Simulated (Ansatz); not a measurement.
# Geometry relaxation of VN (part 1 of 2)

VN (slab, 6 atoms in the cell), computed with DFT PBEsol, scalar-relativistic, plane waves, PAW, no spin polarisation (Ansatz 0.2.0).

The structure derives from a Materials Project entry. The input holds or restrains some coordinates. Forces given for the steps count only the free coordinates. It belongs to a series of runs on one base structure; here: clean slab, lower half held. Figures and captions count atoms from 1; the log counts them from 0 in places.

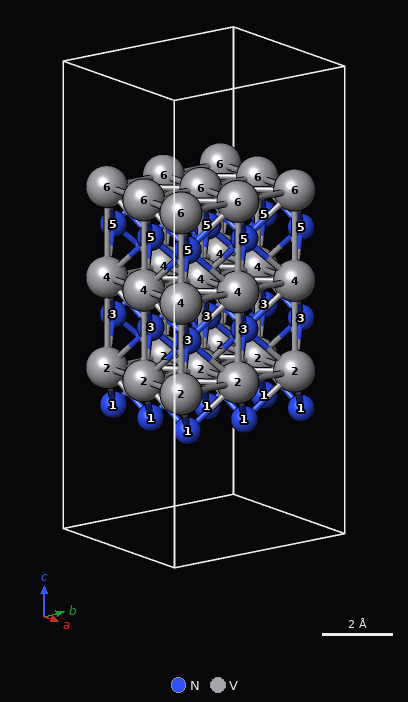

*The structure as given in the input (ball-and-stick view of the 3 × 3 repeat of the cell, with the vacuum cut short, seen slightly off an axis; atoms are numbered from 1 in the order of the input). An atom can appear more than once, as a periodic image.*

Near neighbours in the periodic cell (some may lie outside the picture): N has 3 V at 2.04 Å; V has 6 N at 2.04 Å and 7 V at 2.62 to 2.71 Å; N has 6 V at 2.04 Å; V has 6 N at 2.04 Å and 8 V at 2.62 to 2.71 Å; V has 3 N at 2.04 Å and 7 V at 2.62 to 2.71 Å.

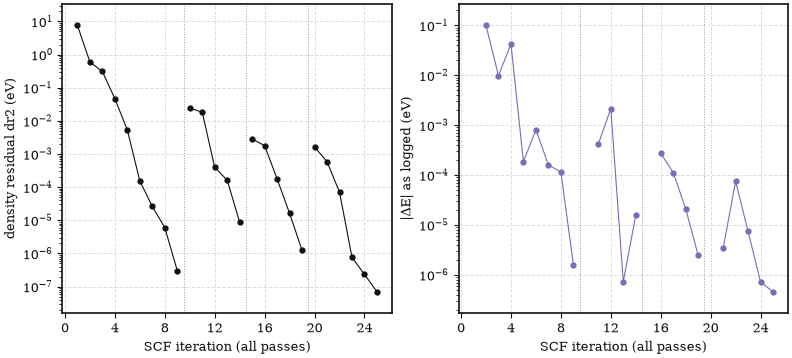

*Convergence of the self-consistent field: density residual dr2 and size of the energy change against the SCF iteration. The dotted lines part the SCF passes of the relaxation: geometry steps, rejected trials and re-solves on a re-selected basis.*

The passes take 9, 5, 5 and 6 iterations.

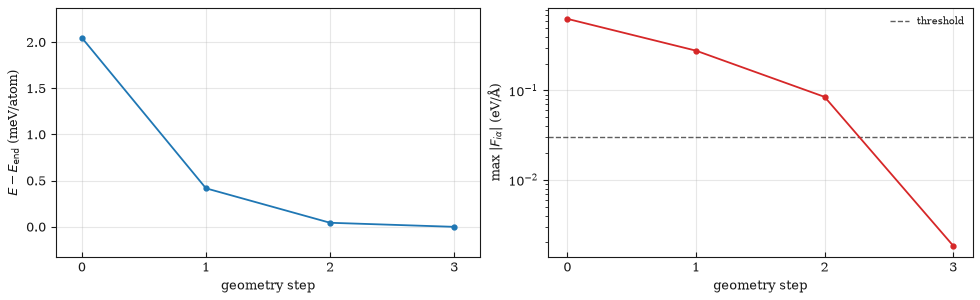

*Progress of the restrained relaxation, step by step (the first geometry is step 0 here and step 1 in the log).*

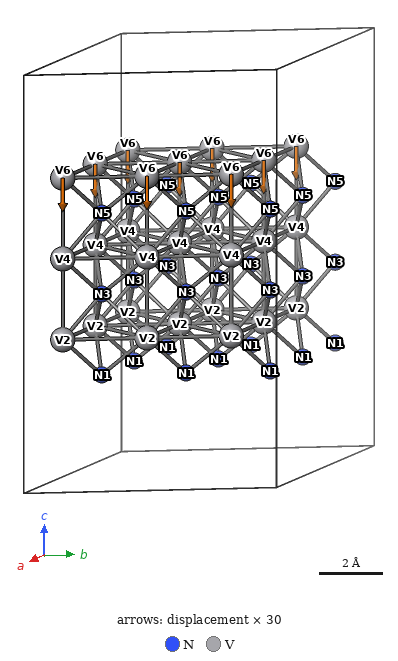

*The starting structure with the displacements as orange arrows, magnified 30 times (ball-and-stick view of the 3 × 3 repeat of the cell, with the vacuum cut short, seen slightly off an axis).*

After 3 geometry steps the energy has fallen by 2.0 meV per atom. The largest force component goes from 0.63 to 0.0018 eV/Å. The atom that moves furthest is V6 (0.037 Å). Largest moves by element: V 0.037 Å, N 0.003 Å. The lattice vectors keep their values. Distances before and after: V4–V6 2.621 → 2.590 Å, N5–V6 2.041 → 2.015 Å, V2–V4 2.621 → 2.615 Å, V4–N5 2.041 → 2.047 Å. (Atoms are counted from 1 in the order of the input.)

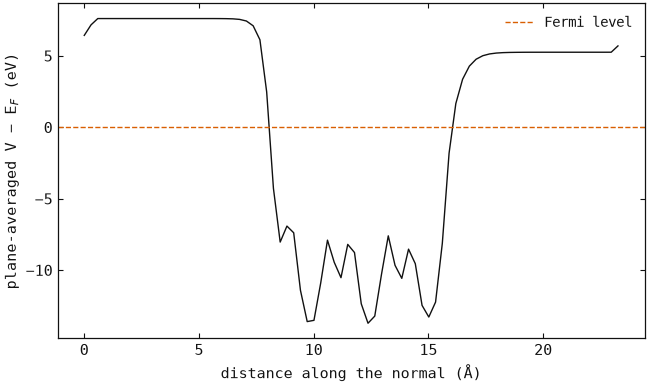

*Plane average of the electrostatic potential energy of an electron across the cell, from the Fermi level.*

The vacuum level lies 5.25 eV above the Fermi level on the upper side and 7.60 eV on the lower.

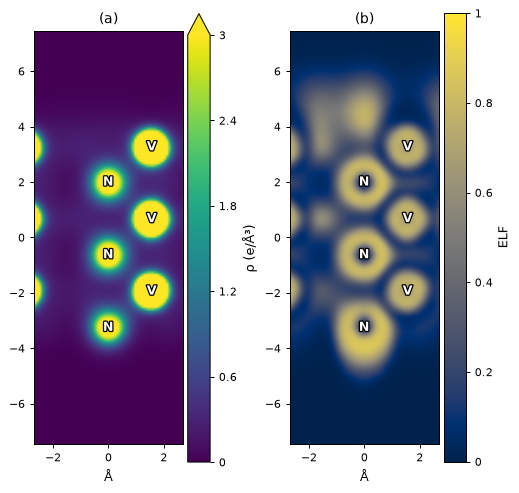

*(a) valence electron density; (b) ELF on the (110) plane of the calculation cell, a cut from vacuum to vacuum.*

Atoms in the plane: N and V. V–N (2.02 Å): the density is about 0.66 e/Å³ at the midpoint; the ELF is about 0.25 at the midpoint (no shared pair; the contact is polar). V–V (2.59 Å): the density is about 0.32 e/Å³ at the midpoint; the ELF is about 0.25 at the midpoint (no localised pair between them). The density dies away to nearly zero in the vacuum. The strong features right at V lie inside the PAW spheres (semicore, d or f shells) and say nothing about bonding. Core electrons are frozen (PAW), so the fields are smoothed inside the atomic spheres.

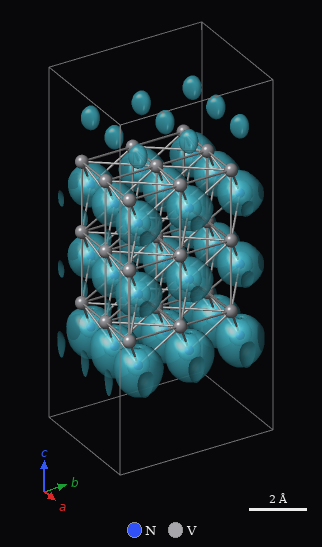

*Isosurface of the electron localisation function at 0.7 (cyan), seen slightly off an axis. Core shells and regions of very low density are left out. Sticks mark near contacts.*

Profiles from the grid: V–N (2.02 Å): the ELF is about 0.25 at the midpoint (no shared pair; the contact is polar). V–V (2.59 Å): the ELF is about 0.25 at the midpoint; no localised pair between them.

The input that produced these results follows, with the program's output.

Input file
```yaml
crystal:
  lattice:
    - [2.7103489753, 0.0, 0.0]
    - [-1.3551744876, 2.3472310657, 0.0]
    - [0.0, 0.0, 23.5534074024]
  atoms:
    - { symbol: "N", position: [0.3333333333, 0.6666666667, 0.3608819673] }
    - { symbol: V, position: [0.6666666667, 0.3333333333, 0.4165291804] }
    - { symbol: "N", position: [0.3333333333, 0.6666666667, 0.4721763935] }
    - { symbol: V, position: [0.6666666667, 0.3333333333, 0.5278236065] }
    - { symbol: "N", position: [0.3333333333, 0.6666666667, 0.5834708196] }
    - { symbol: V, position: [0.6666666667, 0.3333333333, 0.6391180327] }
basis:
  ecutwfc: 420
kpoints:
  mp_grid: { grid: [12, 12, 1] }
hamiltonian:
  xc: pbesol
scf:
  occupations: { method: gaussian, width: 0.1 }
output:
  forces: true
  eigenvalues: true
  write_density: true
  write_potential: true
  elf: true
  volumetric_format: npy
relax:
  adjacent_minimum: "off"
  f_tol: 0.03
  max_steps: 70
  constraints: [{ sites: [0, 1, 2] }]
efield:
  axis: 3
  dipole_correction: true
  ramp_width: 0.04
```

Launch command:
```bash
ansatz run input.yaml --threads 1 --pin off --max-ram 2560MiB --backend cpu --events-out ev --progress --plain --runs-dir out
```

What the program printed
```
Engine: ansatz 0.2.0, aarch64-unknown-linux-gnu
Pseudopotentials: kind: paw
Pseudopotential: N, paw, valence charge 5, recommended cutoff 420 eV (normal), N.paw.azcp
Pseudopotential: V, paw, valence charge 13, recommended cutoff 420 eV (normal), V.paw.azcp
Functional definition: PBEsol
  exchange = pbesol_x
  correlation = pbesol_c
Crystal: 6 atoms, lattice volume = 149.842 Å³
Basis set: ecut = 420 eV, 2977 PW (Γ), exchange–correlation on 40×40×320 points (8 copies of the dense FFT grid, shifted against one another)
Bands: 33, of which v1, the nominal top of the filled ones, is band 27 counted from 1 (26 counted from 0)
Symmetry: 6 space group operations
Space group: P3m1 (ITA 156), of the structure as read, at distance tolerance 5.3e-5 Å
k-points: 19 of 144 (time reversal used)
Non-local potential: N, projectors of the file, l = 0: 2, l = 1: 2, l = 2: 1
Non-local potential: V, projectors of the file, l = 0: 3, l = 1: 2, l = 2: 3, l = 3: 1
PAW form: soft (Blöchl's): semilocal exchange-correlation on the pseudo side does not see the compensation charge
PAW frozen core: N, regenerated for the run's functional, and the local potential with it (the file was generated under x = pbe(κ = 0.804, μ = 0.2195149727645171), c = pbe(β = 0.06672455060314922))
PAW frozen core: V, regenerated for the run's functional, and the local potential with it (the file was generated under x = pbe(κ = 0.804, μ = 0.2195149727645171), c = pbe(β = 0.06672455060314922))
PAW one-centre angular grid: N, 110 points (default); XC on 64 Gauss nodes
PAW one-centre angular grid: V, 590 points (default); XC on 64 Gauss nodes
Initial density: superposition of atomic densities (neutral atoms: chi_scale 0, normalization atom), corrected by the library's trained network
Initial wavefunctions: pseudopotential atomic-orbital guess
Functional: x = pbesol(κ = 0.804, μ = 0.12345679012345678), c = pbesol(β = 0.046)
SCF iter   1: F=—  HF=-9794.564248 eV  |F-HF|=—  |Δ(HF+E_count)|=         —  Δρ=2.79e-2  dr2=7.56e0  ethr=1.77e-3  p=0.117 e·Å  D=1.41e-1 V/Å  ΔV_dip=-3.32 eV  dr2_dipole=1.78e0  V_vac-E_F(+/−)=4.67/8.00 eV  ⟨swp⟩=7.9  Hψ=3333  notcnv=0
efield: sawtooth ramp at fractional position 0.9800 (placed from the atoms, in the widest stretch of the axis that holds none; the zero of the levels goes with the place), width 0.0400; the density the first Hamiltonian is built on has a dipole p = 0.117 e·Å; the dipole correction subtracts the counter field D = 1.41e-1 V/Å, which shifts the + side's vacuum level by -3.32 eV against the − side's; the planar-averaged density in the ramp window peaks in size at 7.0e-5 e/Å³
preconditioner: auto → LDOS  [metal: Δε(μ)=0.051 eV  Ē_g=7.085 eV  σ=0.100 eV  W_gap=0.28  n_scr=16 (ndim 8)  ℏωp=16.6 eV  f_vac=0.586  D(μ)=6.16/eV (n_scr^D=38)  β→1.0]
SCF iter   2: F=—  HF=-9794.464412 eV  |F-HF|=—  |Δ(HF+E_count)|=   9.98e-2  Δρ=1.47e-2  dr2=5.96e-1  ethr=1.77e-3  p=0.096 e·Å  D=1.16e-1 V/Å  ΔV_dip=-2.74 eV  dr2_dipole=1.54e-1  V_vac-E_F(+/−)=5.02/7.75 eV  ⟨swp⟩=2.1  Hψ=1158  notcnv=0  defer=21
SCF iter   3: F=—  HF=-9794.454619 eV  |F-HF|=—  |Δ(HF+E_count)|=   9.79e-3  Δρ=1.29e-2  dr2=3.08e-1  ethr=1.10e-3  p=0.090 e·Å  D=1.08e-1 V/Å  ΔV_dip=-2.55 eV  dr2_dipole=1.97e-2  V_vac-E_F(+/−)=5.12/7.67 eV  ⟨swp⟩=2.9  Hψ=1001  notcnv=0  defer=21
SCF iter   4: F=—  HF=-9794.412394 eV  |F-HF|=—  |Δ(HF+E_count)|=   4.22e-2  Δρ=3.86e-3  dr2=4.66e-2  ethr=5.71e-4  p=0.089 e·Å  D=1.07e-1 V/Å  ΔV_dip=-2.53 eV  dr2_dipole=8.61e-3  V_vac-E_F(+/−)=5.14/7.67 eV  ⟨swp⟩=2.9  Hψ=1196  notcnv=0  defer=21
SCF iter   5: F=—  HF=-9794.412579 eV  |F-HF|=—  |Δ(HF+E_count)|=   1.85e-4  Δρ=1.39e-3  dr2=5.31e-3  ethr=8.63e-5  p=0.085 e·Å  D=1.03e-1 V/Å  ΔV_dip=-2.42 eV  dr2_dipole=3.13e-4  V_vac-E_F(+/−)=5.20/7.62 eV  ⟨swp⟩=2.1  Hψ=743  notcnv=0  defer=21
SCF iter   6: F=—  HF=-9794.413392 eV  |F-HF|=—  |Δ(HF+E_count)|=   8.13e-4  Δρ=3.17e-4  dr2=1.54e-4  ethr=9.83e-6  p=0.083 e·Å  D=1.00e-1 V/Å  ΔV_dip=-2.36 eV  dr2_dipole=1.40e-5  V_vac-E_F(+/−)=5.23/7.59 eV  ⟨swp⟩=2.2  Hψ=841  notcnv=0  defer=21
SCF iter   7: F=—  HF=-9794.413551 eV  |F-HF|=—  |Δ(HF+E_count)|=   1.59e-4  Δρ=1.37e-4  dr2=2.61e-5  ethr=2.85e-7  p=0.083 e·Å  D=1.00e-1 V/Å  ΔV_dip=-2.37 eV  dr2_dipole=6.12e-6  V_vac-E_F(+/−)=5.23/7.59 eV  ⟨swp⟩=2.9  Hψ=1213  notcnv=0  defer=21
SCF iter   8: F=—  HF=-9794.413666 eV  |F-HF|=—  |Δ(HF+E_count)|=   1.15e-4  Δρ=5.57e-5  dr2=5.99e-6  ethr=4.17e-8  p=0.083 e·Å  D=1.01e-1 V/Å  ΔV_dip=-2.37 eV  dr2_dipole=5.68e-7  V_vac-E_F(+/−)=5.22/7.60 eV  ⟨swp⟩=21.5  Hψ=7182  notcnv=0
SCF iter   9: F=-9794.413669 eV  HF=-9794.413668 eV  |F-HF|=6.88e-7  |Δ(HF+E_count)|=   1.60e-6  Δρ=1.83e-5  dr2=3.06e-7  ethr=1.11e-8  p=0.083 e·Å  D=1.01e-1 V/Å  ΔV_dip=-2.37 eV  dr2_dipole=8.20e-11  V_vac-E_F(+/−)=5.22/7.60 eV  ⟨swp⟩=12.8  Hψ=5856  notcnv=0
SCF 1 converged in 9 iterations: F = -9794.413669 eV  dr2 = 3.06e-7
  greatest PAW one-centre occupation: 1.000 electrons in one spin orbital (limit 2), on the V atom at site 1 (counted from 0), in its partial waves of l = 0
relax step   1: F+E_penalty+E_count = -9794.41366865 eV  Δ(F+E_penalty+E_count) = +0.000e0 eV  max|allowed force component| = 6.318e-1 eV/Å  Δτ_max = 0.0000 Å  (9 SCF iters, dr2 threshold 2.25e-5 eV, accepted)
Initial density: handed on by an earlier stage of this run
Initial wavefunctions: those handed on with the density
iter 1 solved again at ethr=6.15e-5 eV; its pass at ethr=3.10e-3 eV (dr2=3.32e-2 eV) is discarded
SCF iter   1: F=—  HF=-9794.425200 eV  |F-HF|=—  |Δ(HF+E_count)|=         —  Δρ=1.84e-3  dr2=2.44e-2  ethr=6.15e-5  p=0.083 e·Å  D=1.01e-1 V/Å  ΔV_dip=-2.37 eV  dr2_dipole=5.67e-3  V_vac-E_F(+/−)=5.22/7.59 eV  ⟨swp⟩=1.9  Hψ=1937  notcnv=0  defer=18
efield: sawtooth ramp at fractional position 0.9800 (handed on by an earlier solve), width 0.0400; the density the first Hamiltonian is built on has a dipole p = 0.083 e·Å; the dipole correction subtracts the counter field D = 1.01e-1 V/Å, which shifts the + side's vacuum level by -2.37 eV against the − side's; the planar-averaged density in the ramp window peaks in size at 6.4e-7 e/Å³
preconditioner: auto → LDOS  [metal: Δε(μ)=0.044 eV  Ē_g=7.141 eV  σ=0.100 eV  W_gap=0.24  n_scr=16 (ndim 8)  ℏωp=16.6 eV  f_vac=0.586  D(μ)=5.42/eV (n_scr^D=18)  β→1.0]
SCF iter   2: F=—  HF=-9794.425615 eV  |F-HF|=—  |Δ(HF+E_count)|=   4.15e-4  Δρ=2.30e-3  dr2=1.82e-2  ethr=4.51e-5  p=0.084 e·Å  D=1.02e-1 V/Å  ΔV_dip=-2.40 eV  dr2_dipole=6.10e-4  V_vac-E_F(+/−)=5.20/7.60 eV  ⟨swp⟩=2.3  Hψ=939  notcnv=0  defer=18
SCF iter   3: F=—  HF=-9794.423462 eV  |F-HF|=—  |Δ(HF+E_count)|=   2.15e-3  Δρ=3.97e-4  dr2=3.95e-4  ethr=3.36e-5  p=0.084 e·Å  D=1.01e-1 V/Å  ΔV_dip=-2.39 eV  dr2_dipole=5.53e-5  V_vac-E_F(+/−)=5.21/7.60 eV  ⟨swp⟩=2.2  Hψ=884  notcnv=0  defer=18
SCF iter   4: F=—  HF=-9794.423462 eV  |F-HF|=—  |Δ(HF+E_count)|=   7.32e-7  Δρ=3.09e-4  dr2=1.63e-4  ethr=7.32e-7  p=0.084 e·Å  D=1.01e-1 V/Å  ΔV_dip=-2.38 eV  dr2_dipole=4.42e-6  V_vac-E_F(+/−)=5.22/7.60 eV  ⟨swp⟩=3.1  Hψ=1183  notcnv=0  defer=18
SCF iter   5: F=-9794.423452 eV  HF=-9794.423446 eV  |F-HF|=6.26e-6  |Δ(HF+E_count)|=   1.55e-5  Δρ=8.02e-5  dr2=8.79e-6  ethr=4.62e-8  p=0.083 e·Å  D=1.01e-1 V/Å  ΔV_dip=-2.37 eV  dr2_dipole=3.90e-7  V_vac-E_F(+/−)=5.23/7.60 eV  ⟨swp⟩=20.0  Hψ=7148  notcnv=0
SCF 2 converged in 5 iterations: F = -9794.423452 eV  dr2 = 8.79e-6
relax step   2: F+E_penalty+E_count = -9794.42345234 eV  Δ(F+E_penalty+E_count) = -9.784e-3 eV  max|allowed force component| = 2.787e-1 eV/Å  Δτ_max = 0.0291 Å  (5 SCF iters, dr2 threshold 2.49e-5 eV, accepted)
```
